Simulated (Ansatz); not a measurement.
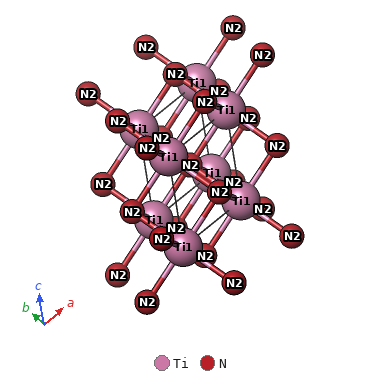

The system is TiN (Fm-3m, No. 225; 2 atoms in the cell); the picture shows the reference structure. The energy is mapped over volume and a fixed ferromagnetic moment. The first coordinate is: volume per atom; the second: total spin moment of the cell, held fixed. Nothing is relaxed (shape and fractional coordinates fixed). The scan uses a 7 × 9 grid. Points are written as (first, second). Energies: meV/atom, counted from the lowest grid point. The moment is held fixed and parallel; antiferromagnetic orders weren't tried. Theory: DFT PBE, scalar-relativistic, plane waves, PAW (Ansatz). Settings: cutoff 520 eV, k-mesh 20×20×20, gaussian smearing 0.15 eV.

Its coordinates:

```
CELL_PARAMETERS angstrom
0.00000 2.12332 2.12332
2.12332 0.00000 2.12332
2.12332 2.12332 0.00000
ATOMIC_POSITIONS crystal
Ti 0.00000 0.00000 0.00000
N 0.50000 0.50000 0.50000
```

Range: volume per atom from 8.42 to 10.72 Å³; total spin moment of the cell, held fixed from 0.000 to 1.000 μB.

> What will the energy surface look like?

The lowest grid point is at (9.57 Å³, 0.000 μB). It lies on the edge of the map, which is a mirror line here (the non-magnetic state). The highest grid point, (8.42 Å³, 1.000 μB), lies 457 meV/atom above the lowest.

| second ↓, first → | 8.42 | 8.81 | 9.19 | 9.57 | 9.96 | 10.34 | 10.72 |
| --- | --- | --- | --- | --- | --- | --- | --- |
| 1.000 | 457 | 346 | 277 | 242 | 235 | 251 | 285 |
| 0.875 | 369 | 263 | 200 | 170 | 168 | 189 | 228 |
| 0.750 | 303 | 203 | 144 | 119 | 121 | 145 | 187 |
| 0.625 | 253 | 157 | 101 | 79 | 85 | 112 | 157 |
| 0.500 | 214 | 121 | 69 | 50 | 57 | 87 | 135 |
| 0.375 | 186 | 95 | 45 | 28 | 38 | 69 | 118 |
| 0.250 | 166 | 77 | 28 | 13 | 24 | 57 | 107 |
| 0.125 | 154 | 65 | 18 | 3 | 15 | 49 | 100 |
| 0.000 | 149 | 61 | 14 | 0 | 12 | 46 | 98 |

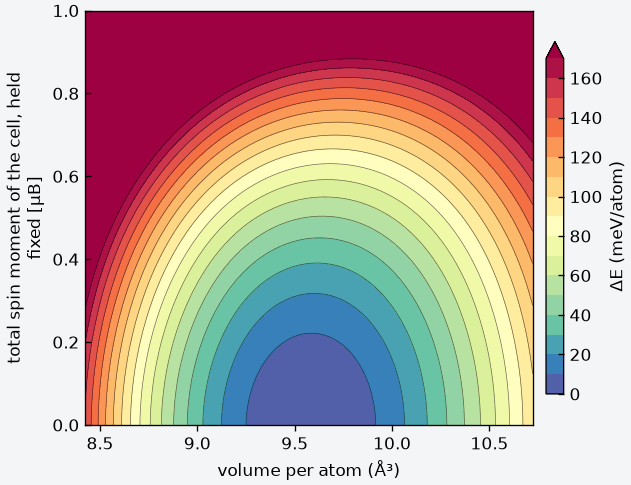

Drawn: filled contours, one colour for all values above the top of the scale. Between grid points the surface is interpolated.

Time for the 63 points that were run: 16 min on 2 threads of Arm Neoverse N1, on a shared host.

PAW datasets: the set soft_1.
